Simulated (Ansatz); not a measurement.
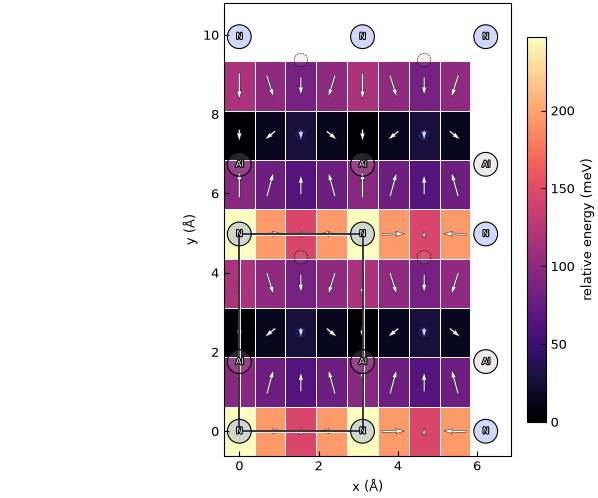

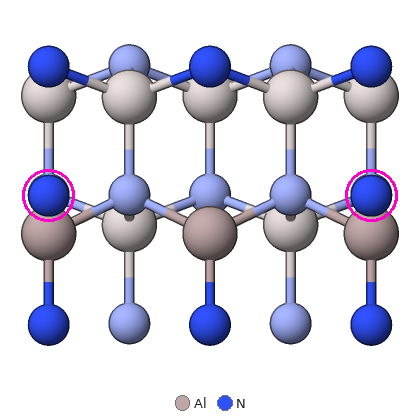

Energy landscape of N₂ on an AlN(100) slab cut from the P6_3mc phase, its upper half relaxed before the scan (16 atoms of substrate and one adsorbate in a 2 × 1 cell). N2 is moved over the surface cell at a fixed height above a rigid substrate; the origin of the map has the adsorbate above N15; the height is held at 2.90 Å. Places are given modulo a cell vector. The map is drawn in real space over the plane of the surface. Grid: 4 × 4 points; 12 points were computed and 4 follow by symmetry. Places are given in fractions of the 1 × 1 surface cell. Energies are in meV, from the lowest grid point. At a fixed height the lowest place need not be the adsorption site. The calculation used DFT PBE+D3(BJ), scalar-relativistic, plane waves, PAW in Ansatz 0.2.0. Settings: cutoff 420 eV, k-mesh 5×6×1, gaussian smearing 0.05 eV, no spin polarisation.

Drawn: one coloured cell a grid point, arrows along the force (downhill), their lengths compressed, labelled circles for the atoms of the top layer and small ones for the second layer, the outline of one cell of the 2 × 2 shown. The second picture is the structure at the lowest point; rings mark the moved atoms.

Where are the lowest and the highest points?

The lowest grid point is at (0/4, 2/4) of the cell vectors. The highest grid point, the top site over a surface N atom, (0/4, 0/4) of the cell vectors, lies 247 meV above the lowest.

The values on the grid:

```csv
"second ↓, first →",0/4,1/4,2/4,3/4
3/4,118,101,85,101
2/4,0,14,28,14
1/4,97,80,64,80
0/4,247,194,145,194
```

The input of one point:

```yaml
crystal:
  lattice:
    - [6.2178777932, 0.0, 0.0]
    - [0.0, 4.9778062151, 0.0]
    - [0.0, 0.0, 22.0612415661]
  atoms:
    - { symbol: Al, position: [0.0, 0.9984444684, 0.1813134582] }
    - { symbol: Al, position: [0.5, 0.9984444684, 0.1813134582] }
    - { symbol: "N", position: [0.0, 0.6165555316, 0.1813134582] }
    - { symbol: "N", position: [0.5, 0.6165555316, 0.1813134582] }
    - { symbol: Al, position: [0.25, 0.4984444684, 0.2219944576] }
    - { symbol: Al, position: [0.75, 0.4984444684, 0.2219944576] }
    - { symbol: "N", position: [0.25, 0.1165555316, 0.2219944576] }
    - { symbol: "N", position: [0.75, 0.1165555316, 0.2219944576] }
    - { symbol: Al, position: [0.25, 0.9927115344, 0.3083994001] }
    - { symbol: Al, position: [0.75, 0.9927115344, 0.3083994001] }
    - { symbol: "N", position: [0.25, 0.6144481599, 0.3071137031] }
    - { symbol: "N", position: [0.75, 0.6144481599, 0.3071137031] }
    - { symbol: Al, position: [0.0, 0.4640676885, 0.33403082] }
    - { symbol: Al, position: [0.5, 0.4640676885, 0.33403082] }
    - { symbol: "N", position: [0.0, 0.1109285761, 0.3427387141] }
    - { symbol: "N", position: [0.5, 0.1109285761, 0.3427387141] }
    - { symbol: "N", position: [0.0, 0.6109285761, 0.4741909713] }
    - { symbol: "N", position: [0.0, 0.6109285761, 0.5240521723] }
basis:
  ecutwfc: 420
kpoints:
  mp_grid: { grid: [5, 6, 1] }
hamiltonian:
  xc: pbe
  pseudopotentials: { kind: paw, azcp: { folder: soft_1 } }
  dispersion: d3bj
scf:
  occupations: { method: gaussian, width: 0.05 }
output:
  forces: true
  eigenvalues: true
efield:
  axis: 3
  dipole_correction: true
  ramp_width: 0.04
```

Each point was launched as `ansatz run input.yaml --threads 1 --pin off --max-ram 3072MiB --backend cpu --events-out ev --progress --plain --runs-dir out`. Time for the 12 points that were run: 30 min on 1 thread of Arm Neoverse N1, on a shared host.
